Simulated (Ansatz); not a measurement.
## Electronic structure of BeS in real space

Input

```
crystal:
  lattice:
    - [0.0, 2.2689733086, 2.3430125037]
    - [2.3430125037, 0.0, 2.3430125037]
    - [2.3430125037, 2.2689733086, 0.0]
  atoms:
    - { symbol: Be, position: [0.0, 0.0, 0.0] }
    - { symbol: S, position: [0.75, 0.75, 0.75] }
basis:
  ecutwfc: 520.0
kpoints:
  mp_grid: { grid: [10, 10, 10] }
hamiltonian:
  xc: pbesol
scf:
  occupations: { method: gaussian, width: 0.05 }
output:
  forces: true
  stress: true
  eigenvalues: true
  write_density: true
  write_potential: true
  elf: true
  volumetric_format: npy
```

Command:

```sh
ansatz run input.yaml --threads 1 --pin off --max-ram 2048MiB --backend cpu --events-out ev --progress --plain --runs-dir out
```

Below, planes, directions and counts refer to the conventional cell (a = 3.31 Å, b = 3.31 Å, c = 4.54 Å, α = 90.00°, β = 90.00°, γ = 90.00°).

Space group I-4m2; computed pressure about 16 GPa in this cell.

These are results of Ansatz 0.2.0, DFT PBEsol, scalar-relativistic, plane waves, PAW, not measurements.

The density is the valence pseudo-density of a PAW calculation; it isn't the true density close to the nuclei.

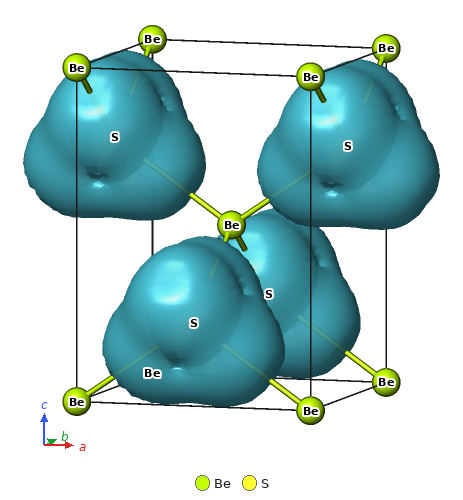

Figure 1. Isosurface of the electron localisation function at 0.75 (cyan), seen slightly off an axis. Only the valence region is drawn (cores and ρ < 0.01 e/Å³ removed). Sticks mark near contacts.

### Describe the localisation domains.

The ELF exceeds this value in two regions wrapped around S (the valence shell of each), counted in one cell of 4 atoms. Regions shared between cells count once. Profiles from the grid: Be–S (2.01 Å): the ELF peaks at about 0.95 between the atoms, as expected for a polar covalent bond.

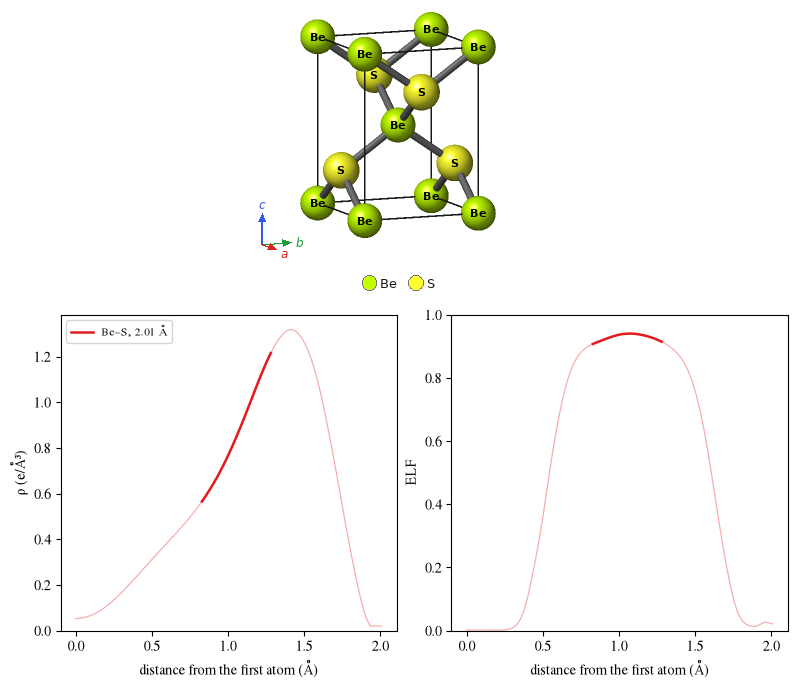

Figure 2. Valence pseudo-density and electron localisation function along straight lines between neighbouring atoms. Thin, pale parts lie inside the atomic spheres. The structure is drawn too.

### What can be read from the curves?

Be–S (2.01 Å): ρ at the midpoint is about 0.77 e/Å³; the ELF peaks at about 0.95 between the atoms: a shared but strongly polarised pair.

### Does the calculation give a band gap?

It is gapped, with a Kohn–Sham gap of 2.3 eV on the k-point mesh, an upper bound to the gap of this method.
